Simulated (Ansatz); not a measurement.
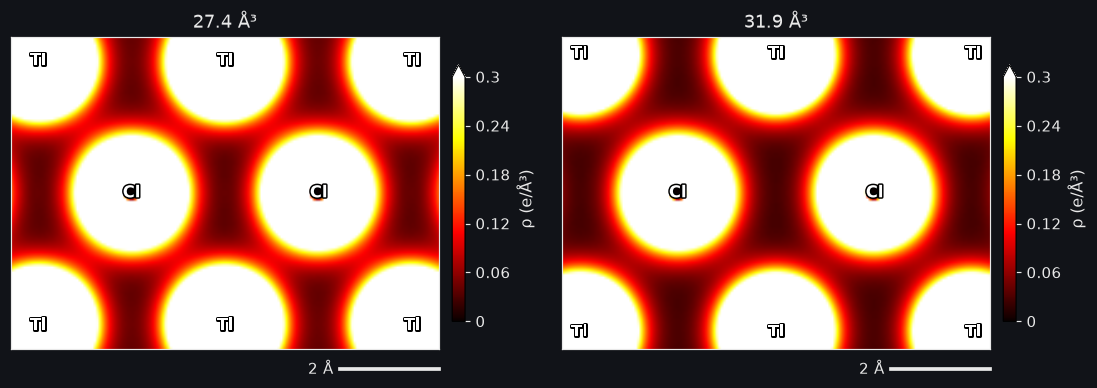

TlCl. The valence electron density of cells scaled evenly to different volumes (given per atom above each panel), on the (011) plane of each (indices in the axes of the cell below), at one length scale and on one colour scale.

Theory: DFT PBE+D3(BJ), scalar-relativistic, plane waves, PAW (Ansatz 0.2.0).

In a PAW calculation such maps are meaningful between the atoms, not at the nuclei.

The largest cell:

```
Tl Cl
1.0
     3.99452    0.00000    0.00000
     0.00000    3.99452    0.00000
     0.00000    0.00000    3.99452
Tl Cl
1 1
Direct
  0.00000 0.00000 0.00000
  0.50000 0.50000 0.50000
```

| volume (Å³/atom) | Tl–Cl contact in the plane (Å) | ρ at its midpoint (e/Å³) | pressure (GPa) | gap on the mesh (eV) | 
| --- | --- | --- | --- | --- |
| 27.36 | 3.288 | 0.104 | 0.8 | 2.00 | 
| 29.16 | 3.359 | ? | ? | ? | 
| 31.87 | 3.459 | 0.076 | −1.1 | 2.35 | 

> What values belong in the row with question marks?

Over the known rows ln ρ falls by 1.83 per Å of Tl–Cl distance (the line through the two), which gives 0.091 e/Å³ at 3.359 Å; the calculation gives 0.091 e/Å³. For the pressure, a straight line in volume between the neighbouring rows gives 0.0 GPa; the calculation gives 2.6. For the gap on the mesh, a straight line in volume between the neighbouring rows gives 2.14 eV; the calculation gives 2.16.
